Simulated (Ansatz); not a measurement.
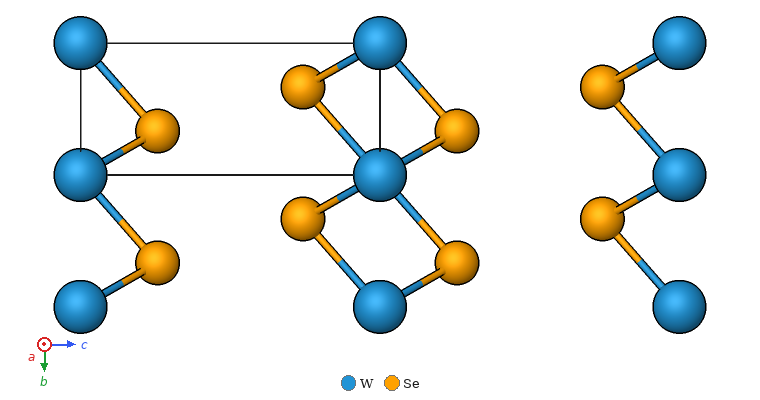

Projection along an edge of the hexagonal mesh, stacking direction c to the right. Every atom sits on one of the three columns of the mesh; call them A, B, C in the order in which they first turn up. The sequence starts with the first layer at or above the cell's origin.

The compound is WSe₂, taken as the input geometry of an electronic-structure calculation (not necessarily at equilibrium); the starting structure was generated, so it need not be a known form of this composition.

Q: List the layers of one repeat.

A: W(A) – Se(B) – Se(C) (three layers in 6.52 Å).

Q: How are the Se layers alone stacked?

A: Se layers alone: BC, the hexagonal close-packed type.

Q: Which positions between or in the Se layers do the other atoms fill?

A: W: one octahedral site (per hexagonal cell). One of the two gaps between Se layers is empty, 3.17 Å wide.

Q: What short polytype symbol fits?

A: Polytype symbol 1T, the symbol of a layered MX2 polytype (number of slabs in the repeat and lattice).

Heights of the layers:

```tsv
layer	atoms (column)	height (Å)	to next (Å)
1	W(A)	0.00	1.68
2	Se(B)	1.68	3.17
3	Se(C)	4.84	1.68
```
